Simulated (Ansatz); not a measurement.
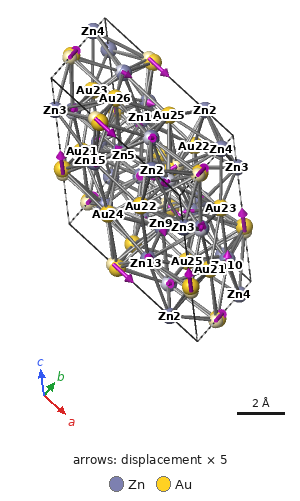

A relaxation of a crystal of Zn8Au5 (set up in I-43m). The starting structure is drawn faded, the final one solid; purple arrows show the displacements, 5 times their true length.

The picture is a ball-and-stick view of the cell of the calculation, seen slightly off an axis.

Level of theory: Ansatz 0.2.0, DFT, PBE, plane-wave PAW, default files, scalar-relativistic.

Input
```yaml
crystal:
  lattice:
    - [-4.635, 4.635, 4.635]
    - [4.635, -4.635, 4.635]
    - [4.635, 4.635, -4.635]
  atoms:
    - { symbol: Zn, position: [0.2178, 0.2178, 0.2178] }
    - { symbol: Zn, position: [0.7822, 0.0, 0.0] }
    - { symbol: Zn, position: [0.0, 0.0, 0.7822] }
    - { symbol: Zn, position: [0.0, 0.7822, 0.0] }
    - { symbol: Zn, position: [0.3494, 0.3494, 0.6256] }
    - { symbol: Zn, position: [0.6506, 0.2762, 0.0] }
    - { symbol: Zn, position: [0.7238, 0.7238, 0.3744] }
    - { symbol: Zn, position: [0.2762, 0.6506, 0.0] }
    - { symbol: Zn, position: [0.6256, 0.3494, 0.3494] }
    - { symbol: Zn, position: [0.0, 0.6506, 0.2762] }
    - { symbol: Zn, position: [0.3744, 0.7238, 0.7238] }
    - { symbol: Zn, position: [0.0, 0.2762, 0.6506] }
    - { symbol: Zn, position: [0.6506, 0.0, 0.2762] }
    - { symbol: Zn, position: [0.3494, 0.6256, 0.3494] }
    - { symbol: Zn, position: [0.2762, 0.0, 0.6506] }
    - { symbol: Zn, position: [0.7238, 0.3744, 0.7238] }
    - { symbol: Au, position: [0.656, 0.656, 0.656] }
    - { symbol: Au, position: [0.344, 0.0, 0.0] }
    - { symbol: Au, position: [0.0, 0.0, 0.344] }
    - { symbol: Au, position: [0.0, 0.344, 0.0] }
    - { symbol: Au, position: [0.0, 0.3558, 0.3558] }
    - { symbol: Au, position: [0.6442, 0.0, 0.6442] }
    - { symbol: Au, position: [0.0, 0.6442, 0.6442] }
    - { symbol: Au, position: [0.3558, 0.0, 0.3558] }
    - { symbol: Au, position: [0.6442, 0.6442, 0.0] }
    - { symbol: Au, position: [0.3558, 0.3558, 0.0] }
kpoints:
  mp_grid: { grid: [5, 5, 5] }
scf:
  occupations: { method: fermi_dirac, width: 0.05 }
hamiltonian:
  xc: pbe
  pseudopotentials: { kind: paw }
output:
  forces: true
  stress: true
  populations: true
  efg:
    quadrupole_moments_barn: { Zn: 0.122, Au: 0.547 }
    contact_densities: true
relax:
  f_tol: 0.02
  max_steps: 60
```

Run as
```bash
ansatz run input.yaml --threads 2 --pin off --max-ram 5120MiB --backend cpu --events-out ev --progress --plain --runs-dir out
```

Question: Which element moves most?

Answer: Gold: up to 0.26 Å, against 0.11 Å for zinc.

Question: Describe the change and its energy.

Answer: Over 4 geometry steps the energy falls by 15.4 meV per atom. The largest force component goes from 0.47 to 0.0084 eV/Å. The largest moves, 0.26 Å, are those of Au17, Au18, Au19 and Au20. Au17 goes along [−1 −1 −1]. Largest moves by element: Au 0.26 Å, Zn 0.11 Å. The cell doesn't change. Among the contacts that change: Zn1–Au18 2.732 → 2.942 Å, Au21–Au23 2.673 → 2.748 Å, Zn10–Au23 2.972 → 2.898 Å, Zn1–Zn14 2.756 → 2.829 Å. The space group stays I-43m (No. 217).
